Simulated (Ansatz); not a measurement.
TaSi$_{2}$: several calculations on one system

**1. Relaxation**

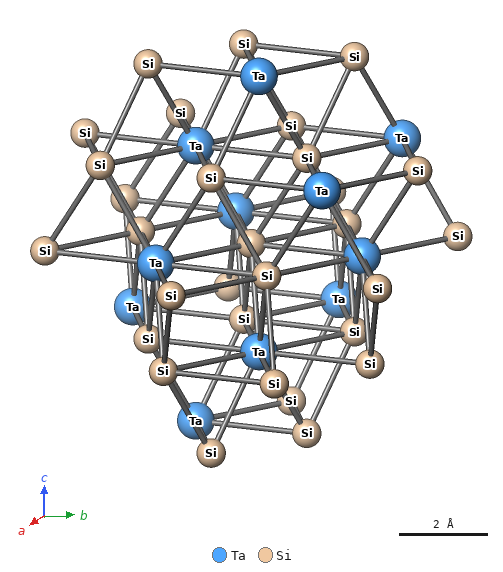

Starting structure of a crystal of TaSi$_{2}$ (set up in P6_222) (coarse preliminary run). The picture is a ball-and-stick view of the atoms within 5.0 Å of the atom that moves most (axes of the cell of the calculation), seen slightly off an axis.

These are results of DFT PBEsol, scalar-relativistic, plane waves, PAW (Ansatz), not measurements.

The input:
```yaml
crystal:
  lattice:
    - [4.7799993808, 0.0, 0.0]
    - [-2.3899996904, 4.1396008938, 0.0]
    - [0.0, 0.0, 6.564]
  atoms:
    - { symbol: Ta, position: [0.5, 0.0, 0.5] }
    - { symbol: Ta, position: [0.5, 0.5, 0.8333333333] }
    - { symbol: Ta, position: [0.0, 0.5, 0.1666666667] }
    - { symbol: Si, position: [0.16665, 0.3333, 0.5] }
    - { symbol: Si, position: [0.83335, 0.16665, 0.8333333333] }
    - { symbol: Si, position: [0.6667, 0.83335, 0.1666666667] }
    - { symbol: Si, position: [0.83335, 0.6667, 0.5] }
    - { symbol: Si, position: [0.16665, 0.83335, 0.8333333333] }
    - { symbol: Si, position: [0.3333, 0.16665, 0.1666666667] }
basis:
  ecutwfc: 420
kpoints:
  mp_grid: { grid: [6, 6, 4] }
hamiltonian:
  xc: pbesol
scf:
  occupations: { method: gaussian, width: 0.1 }
output:
  forces: true
  stress: true
  eigenvalues: true
relax:
  adjacent_minimum: "off"
  f_tol: 0.05
  max_steps: 80
  cell: { stress_tol: 0.5 }
```

Launched with:
```bash
ansatz run input.yaml --threads 2 --pin off --max-ram 5120MiB --backend cpu --events-out ev --progress --plain --runs-dir out
```

> Predict the outcome.

The energy falls by 15.6 meV per atom in 3 accepted moves (4 points after the start). The largest force component goes from 0.72 to 0.0015 eV/Å. The pressure goes from −1.24 to −0.08 GPa. The SCF was repeated once at an unchanged geometry on a basis and grid sized afresh for the cell, which shifted the energy by less than 0.05 meV per atom at most. The largest moves relative to the cell, 0.058 Å, are those of Si4, Si5, Si6, Si7, Si8 and Si9. Si8 goes along [−1 1 0]. Ta stays in place. The drawn cell changes as follows: a = b 4.780 → 4.758 Å (−0.5 %), c unchanged at 6.564 Å; the volume changes by −0.9 %. Among the contacts that change: Si4–Si7 2.759 → 2.631 Å, Ta1–Si4 2.760 → 2.805 Å, Ta1–Si4 (another image) 2.760 → 2.719 Å, Si4–Si5 2.587 → 2.553 Å. The space group stays P6_222 (No. 180).

History of the run:

```tsv
step	E − E(0), meV/atom	largest force component, eV/Å	pressure, GPa	volume, Å³/atom	note
0	0.00	0.7173	-1.24	14.432	
1	-13.93	0.1436	0.69	14.232	
2	-15.46	0.0036	-0.42	14.332	
3	-15.60	0.0015	-0.07	14.301	
4	-15.56	0.0015	-0.08	14.301	same geometry, new basis
```

After the run, drawn alike:

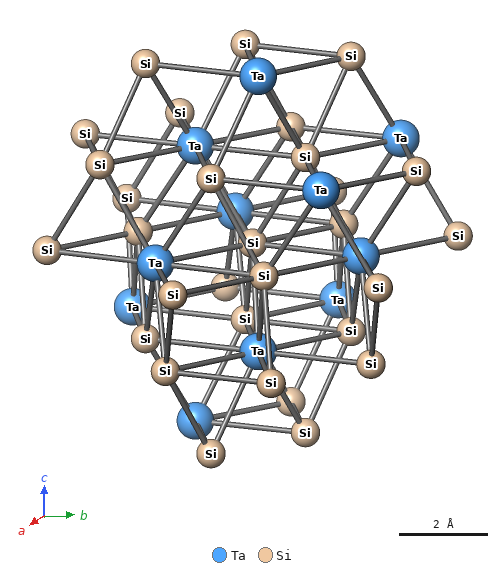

**2. Relaxation**

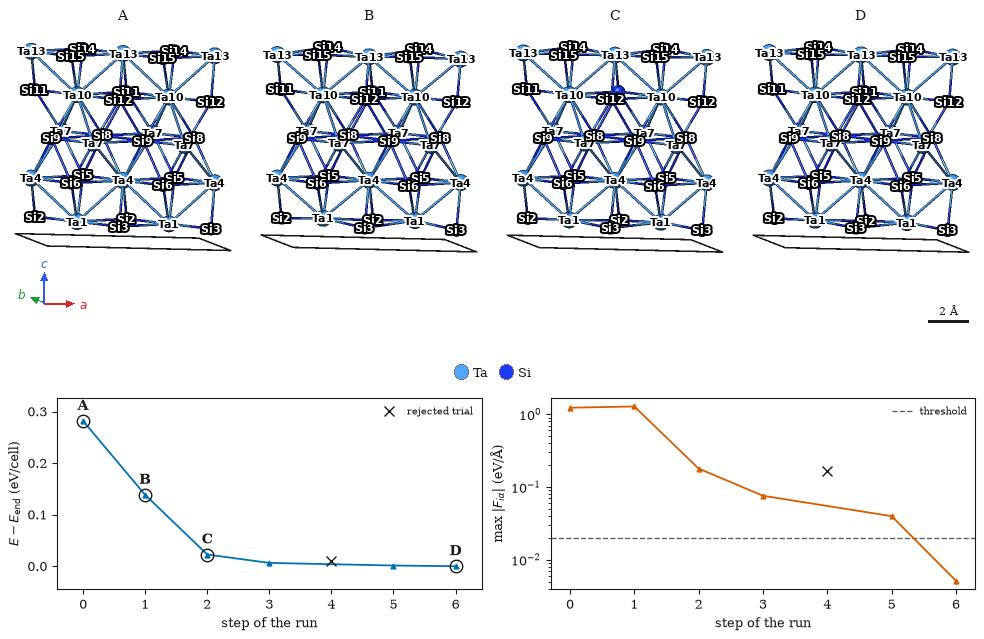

Frames of a relaxation of a slab of composition TaSi₂ (cut from the P6_222 phase), marked on the history of the run. The picture is a ball-and-stick view of the 2 × 1 repeat of the cell, outlined in the plane, without the vacuum, seen slightly off an axis.

Case: (0 0 1) slab, atoms relaxed. The slab is the (0 0 1) face of TaSi2.

Computed with DFT PBEsol, scalar-relativistic, plane waves, PAW (Ansatz 0.2.0).

Input file:
```yaml
crystal:
  lattice:
    - [4.76085954, 0.0, 0.0]
    - [-2.38042977, 4.1230253055, 0.0]
    - [0.0, 0.0, 23.7410454765]
  atoms:
    - { symbol: Ta, position: [0.5, 0.5, 0.3159085815] }
    - { symbol: Si, position: [0.1592675414, 0.8407324586, 0.3159085815] }
    - { symbol: Si, position: [0.8407324586, 0.1592675414, 0.3159085815] }
    - { symbol: Ta, position: [0.0, 0.5, 0.4079542908] }
    - { symbol: Si, position: [0.6814649172, 0.8407324586, 0.4079542908] }
    - { symbol: Si, position: [0.3185350828, 0.1592675414, 0.4079542908] }
    - { symbol: Ta, position: [0.5, 0.0, 0.5] }
    - { symbol: Si, position: [0.8407324586, 0.6814649172, 0.5] }
    - { symbol: Si, position: [0.1592675414, 0.3185350828, 0.5] }
    - { symbol: Ta, position: [0.5, 0.5, 0.5920457092] }
    - { symbol: Si, position: [0.1592675414, 0.8407324586, 0.5920457092] }
    - { symbol: Si, position: [0.8407324586, 0.1592675414, 0.5920457092] }
    - { symbol: Ta, position: [0.0, 0.5, 0.6840914185] }
    - { symbol: Si, position: [0.6814649172, 0.8407324586, 0.6840914185] }
    - { symbol: Si, position: [0.3185350828, 0.1592675414, 0.6840914185] }
basis:
  ecutwfc: 420
kpoints:
  mp_grid: { grid: [9, 9, 1] }
hamiltonian:
  xc: pbesol
scf:
  occupations: { method: gaussian, width: 0.1 }
output:
  forces: true
  eigenvalues: true
relax:
  adjacent_minimum: "off"
  f_tol: 0.02
  max_steps: 60
efield:
  axis: 3
  dipole_correction: true
  ramp_width: 0.04
```

Command:
```bash
ansatz run input.yaml --threads 2 --pin off --max-ram 5120MiB --backend cpu --events-out ev --progress --plain --runs-dir out
```

Describe the path.

The largest moves, 0.13 Å, are those of Si2, Si3, Si14 and Si15. Si3 goes at 48° to the normal (−c side). Largest moves by element: Si 0.13 Å, Ta 0.07 Å. The lattice vectors keep their values. Some distances before and after: Si14–Si15 2.627 → 2.819 Å, Si14–Si15 (another image) 2.812 → 2.708 Å, Ta13–Si14 2.810 → 2.718 Å, Si11–Si15 2.550 → 2.634 Å. Among the angles between lasting bonds that change: Ta1–Si2–Si6 105.4° → 100.1°, Ta1–Si2–Ta4 122.7° → 117.5°, Ta1–Si2–Ta1 122.2° → 118.4°. The energy falls by 0.282 eV per cell of the calculation in 5 accepted moves (6 points after the start). The largest force component goes from 1.2 to 0.0051 eV/Å. The line search rejected the trial step at point 4 of the run. The run took 17 min on 2 threads of Arm Neoverse N1, with other jobs on the host, peak memory 1.3 GiB. From step 0 to 1: Ta atoms move most (0.17 Å), energy −0.143 eV per cell of the calculation. From step 1 to 2: Ta atoms move most (0.08 Å), energy −0.116 eV per cell of the calculation. From step 2 to 6: Si atoms move most (0.05 Å), energy −22.7 meV per cell of the calculation.

**3. A change**

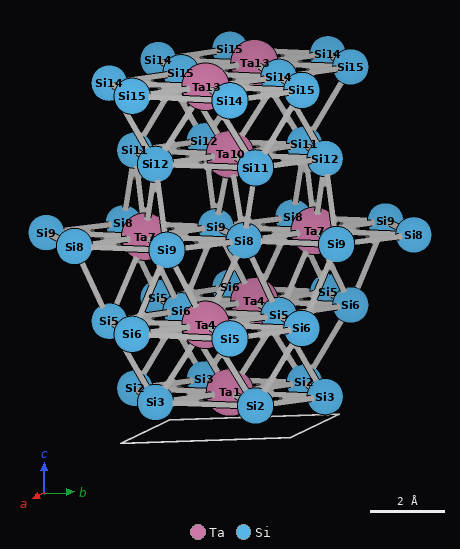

This is a (0 0 1) slab of TaSi2 as cut from the relaxed bulk. A ball-and-stick model of the cell of the calculation, outlined in the plane, without the vacuum, seen slightly off an axis.

Theory: DFT PBEsol, scalar-relativistic, plane waves, PAW (Ansatz). (plane-wave cutoff 420 eV; occupations gaussian; smearing width 0.1 eV; no spin polarisation) The k-mesh is chosen for each cell (9×9×6, 9×9×1).

The variant: The atoms of the slab are relaxed at the bulk's in-plane cell.

### What does the calculation give for the changed structure?

The surface energy (mean of the two faces) falls from 2.73 to 2.61 J/m². The top spacing, between the TaSi2 and TaSi2 planes, goes from 2.19 to 2.21 Å (+1.1 %), the bottom one (TaSi2 to TaSi2) from 2.19 to 2.21 Å (+1.1 %). The top plane rumples by 0.16 Å. The work function of the top face goes from 4.14 to 4.25 eV. The lattice vectors keep their values. The largest moves relative to the layer's centre, 0.13 Å, are those of Si2, Si3, Si14 and Si15. Si3 goes at 48° to the normal (−c side). By element the largest moves are Si 0.13 Å, Ta 0.07 Å. Near-neighbour distances before and after: Si–Si 2.627 → 2.609 to 2.819 Å, Si–Si 2.812 → 2.708 to 2.829 Å, Si–Ta 2.810 → 2.718 to 2.819 Å, Si–Si 2.550 → 2.567 to 2.634 Å.

Drawn alike, the variant:

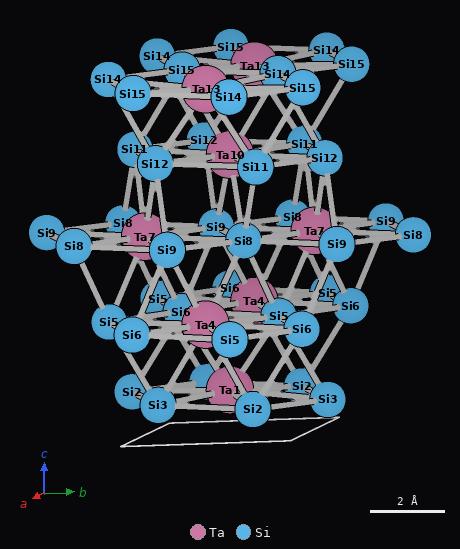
